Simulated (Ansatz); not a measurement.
Ta (interface cell)

```cif
data_structure
_symmetry_space_group_name_H-M 'P 1'
_symmetry_Int_Tables_number 1
_cell_length_a 4.6935
_cell_length_b 7.4210
_cell_length_c 20.2219
_cell_angle_alpha 90.000
_cell_angle_beta 90.000
_cell_angle_gamma 108.435
_cell_volume 668.19
loop_
_atom_site_label
_atom_site_type_symbol
_atom_site_fract_x
_atom_site_fract_y
_atom_site_fract_z
_atom_site_occupancy
Ta1 Ta 0.20234 0.44752 0.03645 1
Ta2 Ta 0.45027 0.88674 0.09580 1
Ta3 Ta 0.66131 0.33071 0.15470 1
Ta4 Ta 0.89408 0.77981 0.20553 1
Ta5 Ta 0.10761 0.22135 0.25892 1
Ta6 Ta 0.33619 0.66710 0.31338 1
Ta7 Ta 0.55886 0.11667 0.37586 1
Ta8 Ta 0.75616 0.55656 0.41980 1
Ta9 Ta 0.58273 0.25295 0.02572 1
Ta10 Ta 0.85495 0.66566 0.07278 1
Ta11 Ta 0.05225 0.10555 0.11671 1
Ta12 Ta 0.27492 0.55512 0.17919 1
Ta13 Ta 0.50350 0.00087 0.23366 1
Ta14 Ta 0.71703 0.44242 0.28705 1
Ta15 Ta 0.94980 0.89151 0.33788 1
Ta16 Ta 0.16084 0.33549 0.39678 1
Ta17 Ta 0.40878 0.77470 0.45613 1
Ta18 Ta 0.02837 0.96927 0.46685 1
Ta19 Ta 0.20234 0.94752 0.95613 1
Ta20 Ta 0.45027 0.38674 0.89678 1
Ta21 Ta 0.66131 0.83071 0.83788 1
Ta22 Ta 0.89408 0.27981 0.78705 1
Ta23 Ta 0.10761 0.72135 0.73366 1
Ta24 Ta 0.33619 0.16710 0.67920 1
Ta25 Ta 0.55886 0.61667 0.61672 1
Ta26 Ta 0.75616 0.05656 0.57278 1
Ta27 Ta 0.58273 0.75295 0.96686 1
Ta28 Ta 0.85495 0.16566 0.91980 1
Ta29 Ta 0.05225 0.60555 0.87586 1
Ta30 Ta 0.27492 0.05512 0.81338 1
Ta31 Ta 0.50350 0.50087 0.75891 1
Ta32 Ta 0.71703 0.94242 0.70553 1
Ta33 Ta 0.94980 0.39151 0.65470 1
Ta34 Ta 0.16084 0.83549 0.59580 1
Ta35 Ta 0.40878 0.27470 0.53645 1
Ta36 Ta 0.02837 0.46927 0.52572 1
```

Computed pressure about 2 GPa in this cell.

All numbers below come from DFT PBE, scalar-relativistic, plane waves, PAW in Ansatz 0.2.0.

**What can the converged valence pseudo-density and electron localisation function tell about the bonding?**

Ta–Ta (2.64 Å): the density is about 0.45 e/Å³ at the midpoint; the ELF is about 0.30 at the midpoint.
Ta–Ta (2.68 Å): ρ at the midpoint is about 0.38 e/Å³; the ELF is about 0.25 at the midpoint (no localised pair shows between them).
Ta–Ta (2.74 Å): the density is about 0.4 e/Å³ at the midpoint; the ELF is about 0.35 at the midpoint.

**Does the calculation make it a metal, or give it a gap?**

It is metallic or semimetallic at this level of theory: no gap opens.

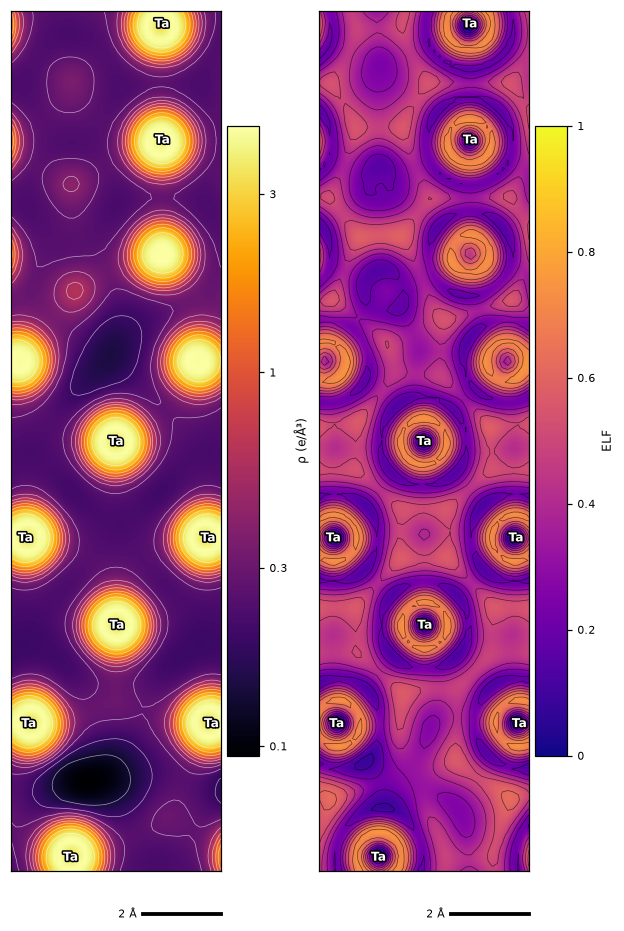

Computed valence pseudo-density and electron localisation function on the (011̄) plane of the calculation cell, in this order. Atoms just off the plane (Ta, 0.3 Å away) can leave unmarked features too.
